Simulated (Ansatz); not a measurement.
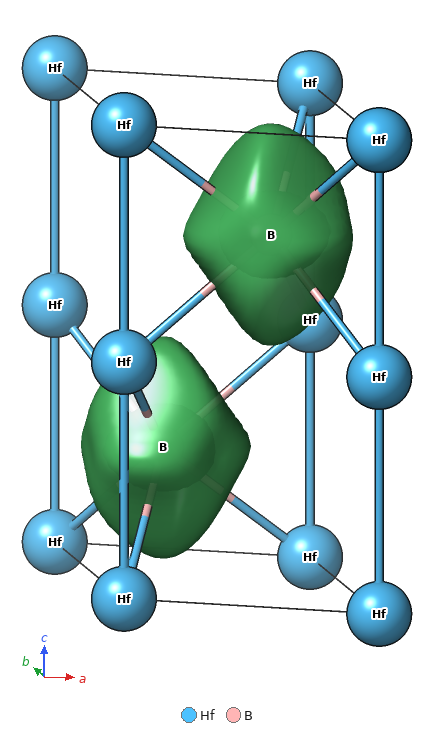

*HfB. Isosurface of the electron localisation function at 0.65 (green), seen slightly off an axis. Only the valence region is drawn (cores and ρ < 0.01 e/Å³ removed). Sticks mark near contacts.*

Space group P6₃/mmc; a generated structure, not necessarily the stable one.

The calculation used DFT PBE, scalar-relativistic, plane waves, PAW (Ansatz).

Where are the electrons localised?

The surface consists of two regions wrapped around B (the valence shell of each), counted in one cell of 4 atoms. Any copies at cell faces, edges or corners count once.

Values along the shortest contacts:
Hf–B (2.47 Å): the ELF peaks at about 0.75 in the valence shell of B, 0.8 Å from its nucleus, and is about 0.25 at the midpoint. Hf–Hf (3.07 Å): the ELF is about 0.30 at the midpoint: no shared electron pair shows on this line.

Does the calculation give a band gap?

It is metallic or semimetallic at this level of theory: no gap opens.
